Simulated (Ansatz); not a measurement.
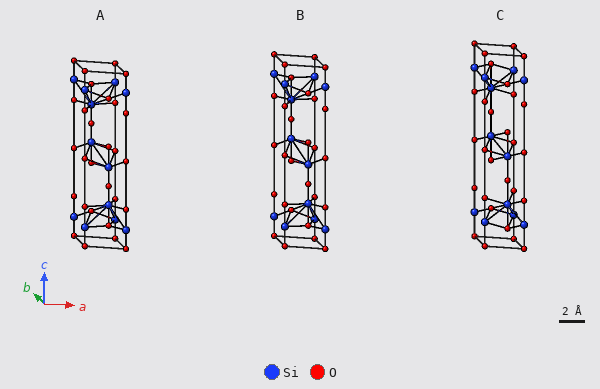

3 geometries from one relaxation of a crystal of SiO2 (a generated structure, set up in R-3m) (coarse preliminary run), in shuffled order. Style: ball-and-stick. Shown: the conventional cell (3 times the calculation's cell), slightly off an axis. Lengths and directions refer to the drawn axes.

All numbers below come from DFT PBE, scalar-relativistic, plane waves, PAW (Ansatz 0.2.0). Set-up: plane-wave cutoff 420 eV; k-point mesh 6 × 6 × 6; occupations gaussian; smearing width 0.1 eV; collinear spin; cell and atoms relaxed; force threshold 0.04 eV/Å; at most 70 steps.

Question: Put them in the order of the run, from the start to the converged end.

Answer: C, B, A. They are steps 0, 2, 9, at +1234 meV per atom, +43.0 meV per atom relative to the last. Over 7 accepted moves (9 points after the start) the energy falls by 1234 meV per atom. The largest force component goes from 8.3 to 0.011 eV/Å. The pressure goes from 4.86 to 0.11 GPa. The SCF was repeated twice at an unchanged geometry on a basis and grid sized afresh for the cell, which shifted the energy by 3.6 meV per atom at most. The largest moves relative to the cell, 0.37 Å, are those of O atoms. By element the largest moves are O 0.37 Å, Si 0.26 Å. The drawn cell changes at constant volume: a = b 3.379 → 3.545 Å (+4.9 %), c 16.556 → 15.049 Å (−9.1 %). Among the contacts that change: O–Si 2.070 → 1.625 Å, Si–Si 2.390 → 2.703 Å, O–Si 2.070 → 1.764 Å, O–Si 2.070 → 2.229 Å. Bond angles that change, for instance: Si–O–Si 70.5° → 90.0°, Si–O–Si 109.5° → 120.0°, Si–O–Si 109.5° → 105.4°. The space group stays R-3m (No. 166). The program noted that the starting moments weren't kept.
